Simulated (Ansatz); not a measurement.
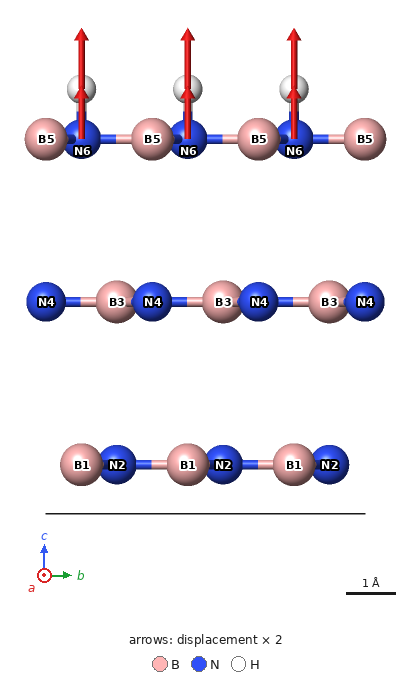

A constrained relaxation of a slab of composition B3HN3 (cut from the R3m phase). The starting structure is drawn; red arrows show the displacements, 2 times their true length.

A ball-and-stick model of the 2 × 3 repeat of the cell, outlined in the plane, without the vacuum, seen along the a axis.

Case: H put at a top N site. The slab is the (0 0 1) face of BN with H on it. 2 atoms are held fixed.

Theory: Ansatz 0.2.0, DFT PBE+D3(BJ), scalar-relativistic, plane waves, PAW. (plane-wave cutoff 420 eV; k-point mesh 12 × 12 × 1; occupations gaussian; smearing width 0.05 eV; collinear spin; dipole correction; atoms relaxed in a fixed cell; force threshold 0.03 eV/Å; at most 70 steps)

Question: Describe the change and its energy.

Answer: The largest move is that of the H atom, 0.63 Å along the normal (+c). By element the largest moves are H 0.63 Å, N 0.55 Å, B 0.10 Å. The cell doesn't change. Some distances before and after: H–N 1.020 → 1.099 Å, B–N 1.447 → 1.517 Å. Bond angles that change, for instance: B–N–H 90.1° → 107.5°, B–N–B 120.0° → 111.4°, N–B–N 120.0° → 111.4°. The energy falls by 1.146 eV per cell of the calculation in 10 accepted moves (12 points after the start). Largest force component: 3.7 eV/Å at the start, 0.0083 eV/Å at the end. The line search rejected the trial step at point 3 of the run. 1 step only repeated the SCF at the same geometry. The program noted that the starting moments weren't kept. Cost: 4.7 min on 1 thread of Arm Neoverse V1 (shared host), peak memory 0.4 GiB.

Limits of the set-up: the periodic images lie only 2.5 Å apart, so the values are limited by the cell's size.
